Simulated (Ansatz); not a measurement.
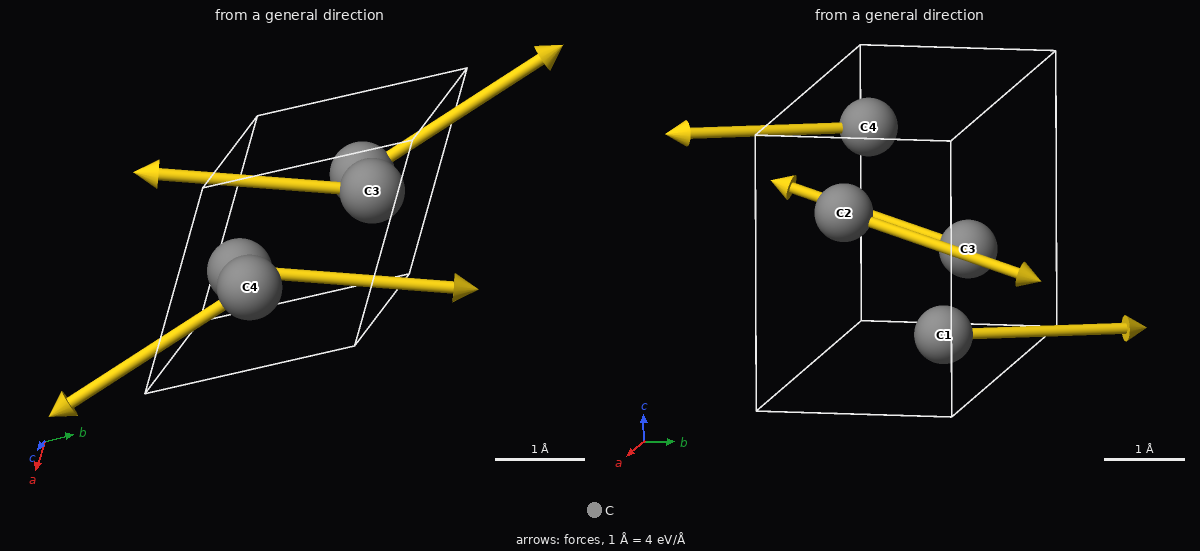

The image is a spheres-only drawing of a crystal, viewed from two general directions. The frame is the simulation cell; atoms at its boundary are shown with their periodic copies. The arrows are the computed forces on the atoms.

System: C. The numbers come from Ansatz, DFT PBE, scalar-relativistic, plane waves, PAW, using plane waves up to 420 eV, a 12×12×6 mesh of k-points, Gaussian smearing of 0.02 eV, no spin polarisation.

Is the structure at rest?

No. The atoms still feel forces of up to about 9.4 eV/Å, far above a usual threshold of 0.01 to 0.03 eV/Å.

Name the atom under the greatest force.

All C atoms, about 9.4 eV/Å.

The cell started as an entry, possibly a prediction, of the Crystallography Open Database. The cell was then strained or its atoms displaced on purpose. It went into a calculation with Ansatz.
